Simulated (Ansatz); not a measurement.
**Ta₅As₄: single-point calculation**

Ta₅As₄ (I4/m, 9 atoms in the cell), computed with DFT, PBEsol, plane waves, PAW, no spin polarisation (Ansatz 0.2.0).

The structure derives from an entry of the Crystallography Open Database. Figures and captions count atoms from 1; the log counts them from 0 in places.

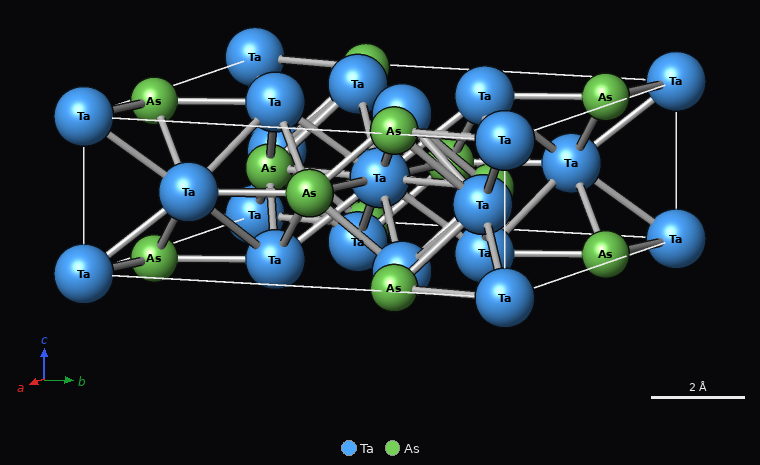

*The structure as given in the input (ball-and-stick view of the cell 2 times as large as that of the calculation, set on its symmetry axes, seen slightly off an axis).*

## Key numbers

```csv
quantity,value
outcome,converged
space group (tolerance 0.01 Å),I4/m (87)
electrons treated,125
free energy,−68289.6453 eV
Fermi energy,15.700 eV
pressure,−2.90 GPa
largest force (length of the vector),0.142 eV/Å
hardware,"1 thread of an x86-64 CPU, shared host"
wall time,21 s
peak memory,0.65 GiB
```

Settings chosen away from the usual ones: scf.convergence.dr2_threshold set to 1e-09. The program warns: the SCF threshold is looser than advised for the printed stress. Spin–orbit coupling is left out, which matters for Ta.

## Input file
```yaml
crystal:
  lattice:
    - [0.0, 0.0, 3.439185]
    - [4.912441, -4.912441, 1.719593]
    - [4.912441, 4.912441, -1.719593]
  atoms:
    - { symbol: Ta, position: [0.0, 0.0, 0.0] }
    - { symbol: As, position: [0.284, 0.7678, 0.3358] }
    - { symbol: As, position: [0.0518, 0.6642, 0.7678] }
    - { symbol: As, position: [0.716, 0.2322, 0.6642] }
    - { symbol: As, position: [0.9482, 0.3358, 0.2322] }
    - { symbol: Ta, position: [0.3682, 0.9368, 0.6732] }
    - { symbol: Ta, position: [0.305, 0.3268, 0.9368] }
    - { symbol: Ta, position: [0.6318, 0.0632, 0.3268] }
    - { symbol: Ta, position: [0.695, 0.6732, 0.0632] }
  symmetry: { tolerance: 0.0003 }
kpoints:
  mp_grid: { grid: [6, 6, 6], shift: [0, 0, 0] }
magnetization:
  spin_polarized: false
scf:
  occupations: { method: fermi_dirac }
  convergence: { dr2_threshold: 1.0e-09 }
hamiltonian:
  pseudopotentials: { kind: paw }
  xc: pbesol
basis:
  ecutwfc: 420
output:
  forces: true
  stress: true
  eigenvalues: true
```

Run as:
```bash
ansatz run input.yaml --threads 1 --pin off --max-ram 2560MiB --backend cpu --events-out ev --progress --plain --runs-dir out
```

## Log
```
Warning: output.stress: scf.convergence.dr2_threshold = 1e-9 eV is looser than the 9e-10 eV advised for a printed stress (1e-10 eV for each atom of the cell: 9). What an SCF threshold leaves in a stress goes as its square root, and in the free energy as the threshold itself, and one threshold admits the most on a small cell: of the crystals measured, under no hybrid functional and no lock of the moments, on runs that ended without the residual-converged pass, on stresses that held no estimate of that error, the worst erred by over 100 MPa in a component at 1e-7 eV an atom and by under 5 at 1e-10. Set scf.convergence.dr2_threshold to 9e-10 eV or tighter. The threshold is an SCF's pass mark: one that does not reach it within its budget of iterations ends unconverged, or closes short of it on a stop that the run arms, and scf.convergence.dr2_threshold's page says what that costs each kind of run
Engine: ansatz 0.2.0, x86_64-unknown-linux-gnu
Pseudopotentials: kind: paw
Pseudopotential: Ta, paw, valence charge 13, recommended cutoff 420 eV (normal), Ta.paw.azcp
Pseudopotential: As, paw, valence charge 15, recommended cutoff 420 eV (normal), As.paw.azcp
Functional definition: PBEsol
  exchange = pbesol_x
  correlation = pbesol_c
Crystal: 9 atoms, lattice volume = 165.989 Å³
Basis set: ecut = 420 eV, 3265 PW (Γ), exchange–correlation on 48×96×96 points (8 copies of the dense FFT grid, shifted against one another)
Bands: 75, of which v1, the nominal top of the filled ones, is band 63 counted from 1 (62 counted from 0)
Symmetry: 8 space group operations
Space group: I4/m (ITA 87), of the structure as read, at distance tolerance 1.6e-3 Å
k-points: 36 of 216
Non-local potential: Ta, projectors of the file, l = 0: 3, l = 1: 2, l = 2: 2, l = 3: 1
Non-local potential: As, projectors of the file, l = 0: 2, l = 1: 2, l = 2: 3, l = 3: 1
PAW form: soft (Blöchl's): semilocal exchange-correlation on the pseudo side does not see the compensation charge
PAW frozen core: Ta, regenerated for the run's functional, and the local potential with it (the file was generated under x = pbe(κ = 0.804, μ = 0.2195149727645171), c = pbe(β = 0.06672455060314922))
PAW frozen core: As, regenerated for the run's functional, and the local potential with it (the file was generated under x = pbe(κ = 0.804, μ = 0.2195149727645171), c = pbe(β = 0.06672455060314922))
PAW one-centre angular grid: Ta, 590 points (default); XC on 64 Gauss nodes
PAW one-centre angular grid: As, 590 points (default); XC on 64 Gauss nodes
Initial density: superposition of atomic densities (neutral atoms: chi_scale 0, normalization atom), corrected by the library's trained network
Initial wavefunctions: pseudopotential atomic-orbital guess
Functional: x = pbesol(κ = 0.804, μ = 0.12345679012345678), c = pbesol(β = 0.046)
SCF iter   1: F=—  HF=-68289.646895 eV  |F-HF|=—  |Δ(HF+E_count)|=         —  Δρ=3.05e-3  dr2=1.21e-2  ethr=1.77e-3  ⟨swp⟩=5.8  Hψ=9903  notcnv=0
preconditioner: auto → LDOS  [metal: Δε(μ)=0.025 eV  Ē_g=6.856 eV  σ=0.100 eV  W_gap=0.06  n_scr=48 (ndim 8)  ℏωp=19.3 eV  f_vac=0.027  D(μ)=3.63/eV (n_scr^D=20)  β→1.0]
SCF iter   2: F=—  HF=-68289.647215 eV  |F-HF|=—  |Δ(HF+E_count)|=   3.20e-4  Δρ=1.02e-3  dr2=4.14e-3  ethr=9.71e-6  ⟨swp⟩=2.0  Hψ=5318  notcnv=0
SCF iter   3: F=—  HF=-68289.645385 eV  |F-HF|=—  |Δ(HF+E_count)|=   1.83e-3  Δρ=3.42e-4  dr2=3.69e-4  ethr=3.31e-6  ⟨swp⟩=2.0  Hψ=4747  notcnv=0
SCF iter   4: F=—  HF=-68289.645273 eV  |F-HF|=—  |Δ(HF+E_count)|=   1.12e-4  Δρ=6.68e-5  dr2=9.53e-6  ethr=2.95e-7  ⟨swp⟩=2.0  Hψ=4746  notcnv=0
SCF iter   5: F=—  HF=-68289.645316 eV  |F-HF|=—  |Δ(HF+E_count)|=   4.34e-5  Δρ=1.33e-5  dr2=6.60e-7  ethr=7.62e-9  ⟨swp⟩=2.0  Hψ=4759  notcnv=0
SCF iter   6: F=—  HF=-68289.645316 eV  |F-HF|=—  |Δ(HF+E_count)|=   4.25e-8  Δρ=3.67e-6  dr2=1.99e-8  ethr=5.28e-10  ⟨swp⟩=2.0  Hψ=3386  notcnv=0
SCF iter   7: F=-68289.645316 eV  HF=-68289.645316 eV  |F-HF|=5.82e-11  |Δ(HF+E_count)|=   2.33e-9  Δρ=9.27e-7  dr2=8.86e-10  ethr=1.00e-12  ⟨swp⟩=7.0  Hψ=12467  notcnv=0
SCF 1 converged in 7 iterations: F = -68289.645316 eV  dr2 = 8.86e-10
  greatest PAW one-centre occupation: 1.000 electrons in one spin orbital (limit 2), on the Ta atom at site 0 (counted from 0), in its partial waves of l = 0
SCF converged after 7 iterations
Free energy (F): -68289.645316 eV
Harris-Foulkes:  -68289.645316 eV  (|F-HF|=5.82e-11)
Internal energy: -68289.526877 eV  (E = F + TS)
E sigma→0 (E₀):  -68289.586097 eV
Entropy (-TS):   -0.118439 eV (-13.160 meV/atom)
Fermi energy:    15.700482 eV
--- Per-component energies (eV) ---
  E_band       = -1356.633259
  E_kinetic    = 2252.321628
  E_local      = -9698.601539  (includes V_loc(G=0)·N_el)
  E_nonlocal   = -2584.506280
  E_hartree    = 4837.444669
  E_xc         = -1404.496281
  E_vxc        = -1342.543034  (∫ρ·V_xc dr)
  E_paw        = -48538.568392  (= ΣΔE_a)
  E_vpaw       = 341.805752  (= ΣTr[D̂ρ^β])
  E_aug_tail   = 0.000752  (compensation charges beyond the density's cutoff)
  E_ewald      = -13158.055381
  E_core_change = 4.933947  (= ΣΔE_core)
  E_smearing   = -0.118439  (= −TS)
  E_closure    = -0.000000  (closes the sum)
  Σ components = -68289.645316   (vs F -68289.645316, Δ=0.00e0)
--- Forces (eV/Å), atoms counted from 1 ---
  atom   1  Ta     0.00000000     0.00000000     0.00000000
  atom   2  As     0.04221400    -0.02757391     0.00000000
  atom   3  As     0.02757391     0.04221400    -0.00000000
  atom   4  As    -0.04221400     0.02757391    -0.00000000
  atom   5  As    -0.02757391    -0.04221400     0.00000000
  atom   6  Ta     0.14160739     0.01559674    -0.00000000
  atom   7  Ta    -0.01559674     0.14160739    -0.00000001
  atom   8  Ta    -0.14160739    -0.01559674     0.00000000
  atom   9  Ta     0.01559674    -0.14160739     0.00000001
  max |Σ_I F_I| component: 3.12e-17 eV/Å
--- Stress (GPa, compression-positive) ---
       -2.408474       0.000000      -0.000000
       -0.000000      -2.408474      -0.000000
        0.000000      -0.000000      -3.894239
  P = ⅓ Tr σ = -2.9037 GPa (-29.037 kbar)
--- Band table (eV; the first three rows and the last of 36) ---
  k-point 0: bands = ["-52.0706", "-52.0566", "-52.0419", "-52.0419", "-51.6379", "-19.7437", "-19.7396", "-19.7393", "-19.7393", "-19.7388", "-19.7382", "-19.7382", "-19.7355", "-19.7210", "-19.7162", "-19.7121", "-19.7121", "-19.7092", "-19.7092", "-19.7074", "-19.7048", "-19.7047", "-19.6958", "-19.6927", "-19.6927", "-18.7951", "-18.7882", "-18.7882", "-18.7075", "-18.5831", "-18.5823", "-18.5823", "-18.5737", "-18.5737", "-18.5657", "-18.5100", "-18.4768", "-18.0154", "-18.0154", "-17.9526", "2.6301", "4.2273", "4.2273", "4.8834", "8.8661", "9.6569", "10.3386", "10.3386", "11.9375", "12.9302", "12.9617", "13.1133", "13.1133", "13.5139", "13.5397", "13.5397", "14.5413", "14.5413", "14.5797", "14.9959", "15.2208", "15.2208", "15.2777", "16.2709", "16.9943", "17.0733", "17.8311", "18.5304", "18.5304", "18.7794", "18.7798", "18.7798", "18.8568", "19.0998", "19.3351"]
  k-point 1: bands = ["-52.0698", "-52.0574", "-52.0419", "-52.0419", "-51.6378", "-19.7442", "-19.7400", "-19.7396", "-19.7394", "-19.7393", "-19.7387", "-19.7374", "-19.7353", "-19.7205", "-19.7165", "-19.7118", "-19.7118", "-19.7111", "-19.7101", "-19.7052", "-19.7045", "-19.7036", "-19.6965", "-19.6927", "-19.6924", "-18.8253", "-18.7891", "-18.7690", "-18.6979", "-18.6130", "-18.6027", "-18.5824", "-18.5743", "-18.5592", "-18.5494", "-18.4784", "-18.4699", "-18.0301", "-18.0153", "-17.9541", "2.7094", "4.0701", "4.2707", "4.8525", "8.9778", "9.6590", "10.2248", "10.5839", "11.8969", "12.6804", "12.9416", "13.0589", "13.3427", "13.4803", "13.5488", "13.6143", "14.1485", "14.4244", "14.7931", "15.0130", "15.2818", "15.2977", "15.5118", "16.3572", "16.9836", "16.9867", "17.5270", "17.8932", "18.3185", "18.4622", "18.6462", "18.8019", "19.0751", "19.1205", "19.4392"]
  k-point 2: bands = ["-52.0676", "-52.0595", "-52.0421", "-52.0419", "-51.6378", "-19.7453", "-19.7405", "-19.7404", "-19.7395", "-19.7395", "-19.7394", "-19.7368", "-19.7352", "-19.7194", "-19.7173", "-19.7127", "-19.7113", "-19.7112", "-19.7112", "-19.7037", "-19.7030", "-19.7019", "-19.6978", "-19.6926", "-19.6921", "-18.8559", "-18.7903", "-18.7522", "-18.6848", "-18.6341", "-18.6339", "-18.5825", "-18.5752", "-18.5546", "-18.5200", "-18.4838", "-18.4055", "-18.0647", "-18.0153", "-17.9572", "2.9353", "3.7113", "4.3921", "4.7386", "9.2226", "9.7440", "9.9785", "11.0988", "11.8969", "12.3120", "12.7982", "13.0023", "13.3236", "13.3279", "13.5434", "13.7621", "14.1180", "14.3216", "14.8805", "14.9225", "15.5244", "15.5592", "15.6867", "16.6368", "16.7662", "16.9498", "17.0417", "17.1331", "17.9895", "18.3531", "18.6682", "18.8836", "18.8933", "19.2067", "19.4104"]
  k-point 35: bands = ["-52.0515", "-52.0471", "-52.0471", "-52.0426", "-51.6387", "-19.7553", "-19.7552", "-19.7535", "-19.7513", "-19.7413", "-19.7365", "-19.7362", "-19.7303", "-19.7247", "-19.7176", "-19.7175", "-19.7151", "-19.7108", "-19.7103", "-19.7060", "-19.7038", "-19.6938", "-19.6923", "-19.6922", "-19.6910", "-18.8741", "-18.8639", "-18.8181", "-18.7519", "-18.7025", "-18.6804", "-18.6476", "-18.6445", "-18.5542", "-18.4584", "-18.4575", "-18.3947", "-18.1227", "-18.1210", "-17.9164", "4.5364", "4.8861", "4.9360", "4.9384", "9.3620", "10.0202", "10.0530", "11.2703", "11.3587", "11.8241", "12.0251", "12.3116", "12.3424", "12.7898", "13.0413", "13.1433", "13.5884", "13.6537", "13.7600", "14.5268", "14.8366", "15.0828", "15.2290", "16.3502", "16.7789", "18.2882", "18.4739", "18.6207", "18.8468", "19.0523", "19.1750", "19.2137", "19.3053", "19.3912", "19.7294"]
```

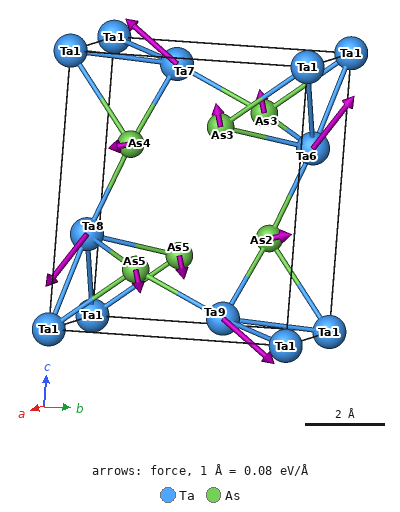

*Forces on the atoms as pink arrows (ball-and-stick view of the cell of the calculation, seen slightly off an axis; atoms are numbered from 1 in the order of the input).*

The largest act on Ta6, Ta7, Ta8, Ta9 (0.14 eV/Å); all 4 As atoms (0.05 eV/Å). The geometry is not a stationary point of this energy.
